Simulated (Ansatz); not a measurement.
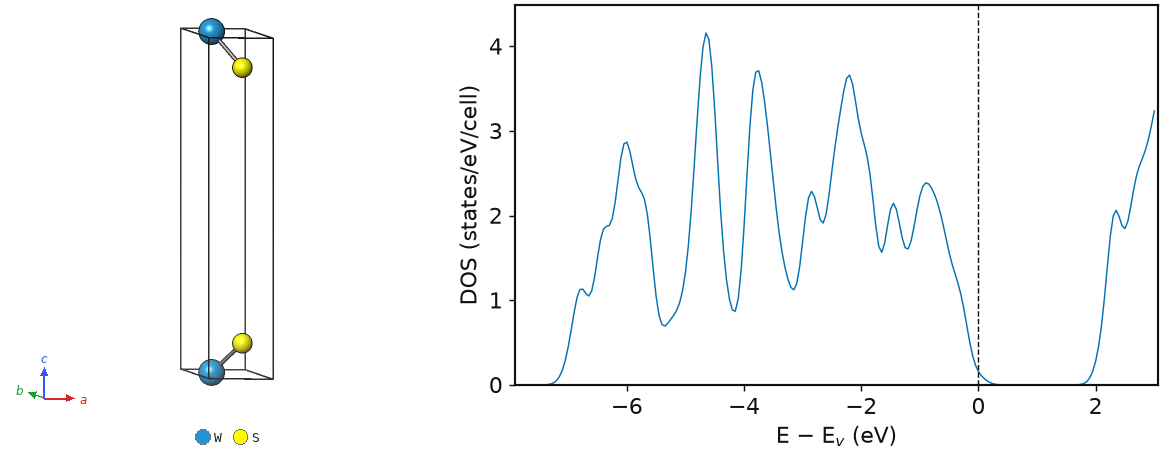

Density of states, beside the structure. Energies are counted from the top of the valence band. The curve is built from the levels of the k mesh with Gaussians 0.3 eV wide, which also blur the band edges.

System: WS₂, space group P-6m2 (No. 187), 3 atoms in the cell, hydrostatic strain −2.2%.

```yaml
crystal:
  lattice:
    - [3.10125, 0.00000, 0.00000]
    - [-1.55062, 2.68576, 0.00000]
    - [0.00000, 0.00000, 16.56072]
  atoms:
    - { symbol: W, position: [0.33333, 0.66667, 0.00000] }
    - { symbol: S, position: [0.66667, 0.33333, 0.90420] }
    - { symbol: S, position: [0.66667, 0.33333, 0.09580] }
```

Ansatz 0.2.0; DFT, r2SCAN, plane waves, PAW, no spin polarisation, 12×12×2 k mesh, 500 eV cutoff.

Q: Metal or insulator, going by the density of states?

A: There is a gap; over the k points computed it is 2.10 eV (indirect; the smallest direct gap is 2.31 eV).

Q: How wide is the upper valence band?

A: The upper group of valence states starts about 7.0 eV under the valence-band top, with a gap beneath it; it holds about 14 electrons a cell.

Spin-orbit coupling is left out, which matters for W.
